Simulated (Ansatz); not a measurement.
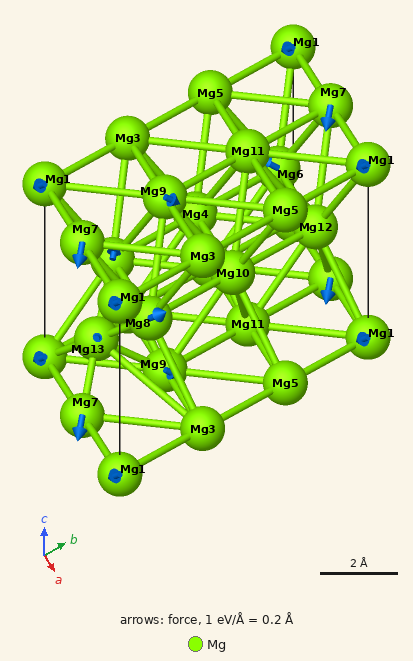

Starting geometry of a defect cell of composition Mg with the computed forces as blue arrows. The picture is a ball-and-stick view of the cell of the calculation, seen from a free direction.

It is an interstitial Mg in hcp Mg. The run prepares an end point of a later path (interstitial hop) calculation, from a guessed geometry.

Computed with Ansatz 0.2.0, DFT PBEsol, scalar-relativistic, plane waves, PAW. Settings: plane-wave cutoff 420 eV; k-point mesh 3 × 2 × 3; occupations fermi dirac; smearing width 0.1 eV; no spin polarisation; atoms relaxed in a fixed cell; force threshold 0.03 eV/Å; at most 60 steps.

Q: Is this structure relaxed? If not, where do the atoms go?

A: It isn't relaxed: the largest force vector, on a Mg atom, is 3.77 eV/Å. The final displacements follow the starting forces only in part (cosine between the two patterns 0.42). After 8 accepted moves (9 points after the start) the energy has fallen by 3.872 eV per cell of the calculation. The largest force component goes from 2.9 to 0.016 eV/Å. 1 step only repeated the SCF at the same geometry. The atom that moves furthest is a Mg atom (1.17 Å along [3 2 3]). The cell doesn't change. Among the contacts that change: Mg–Mg 4.531 → 3.237 Å, Mg–Mg 4.275 → 3.172 Å, Mg–Mg 3.836 → 2.918 Å, Mg–Mg 4.531 → 3.677 Å. Bond angles that change, for instance: Mg–Mg–Mg 176.0° → 124.1°, Mg–Mg–Mg 92.6° → 136.6°, Mg–Mg–Mg 176.7° → 133.5°. The run took 61 s on 2 threads of Arm Neoverse V1 (shared host), peak memory 0.57 GiB.

Limits of the set-up: the k-point mesh is coarse for a cell with partly filled bands; the periodic images lie only 5.2 Å apart, so the values are limited by the cell's size.
